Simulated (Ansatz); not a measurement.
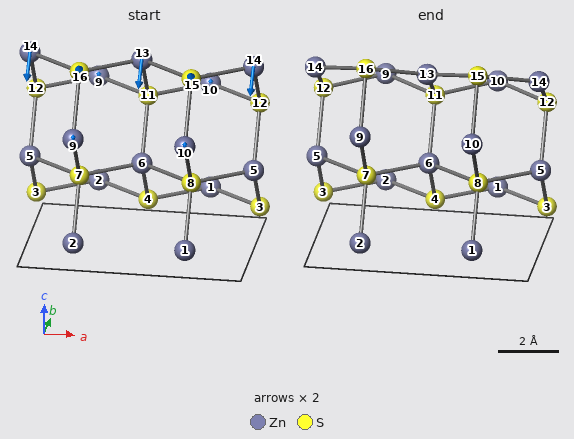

The structure of a slab of composition ZnS (cut from the F-43m phase) before (left) and after (right) a constrained relaxation, at one scale. The blue arrows give the displacements, 2 times their true length.

The picture is a ball-and-stick view of the cell of the calculation, outlined in the plane, without the vacuum (origin shifted), seen from a free direction.

Case: clean slab, lower planes held. The slab is the (1 1 0) face of ZnS. 8 atoms are held fixed.

Method: Ansatz 0.2.0, DFT PBE+D3(BJ), scalar-relativistic, plane waves, PAW. Settings: plane-wave cutoff 420 eV; k-point mesh 2 × 3 × 1; occupations gaussian; smearing width 0.05 eV; no spin polarisation; dipole correction; atoms relaxed in a fixed cell; force threshold 0.03 eV/Å; at most 70 steps.

Q: Describe what moved and what it gained.

A: Over 4 geometry steps the energy falls by 0.877 eV per cell of the calculation. Largest force component: 1.1 eV/Å at the start, 0.014 eV/Å at the end. The largest moves, 0.53 Å, are those of Zn13 and Zn14. Zn13 goes at 42° to the normal (−c side). By element the largest moves are Zn 0.53 Å, S 0.19 Å. The cell stays as it was. Some distances before and after: Zn13–S15 2.328 → 2.259 Å, S7–Zn9 2.328 → 2.389 Å, S11–Zn13 2.328 → 2.272 Å, Zn5–S12 2.328 → 2.345 Å. Among the angles between lasting bonds that change: Zn10–S15–Zn13 109.5° → 92.8°, Zn5–S12–Zn14 109.5° → 95.9°, S11–Zn13–S15 109.5° → 121.6°. Cost: 56 s on 4 threads of Arm Neoverse V1, on a shared host, peak memory 1.5 GiB.
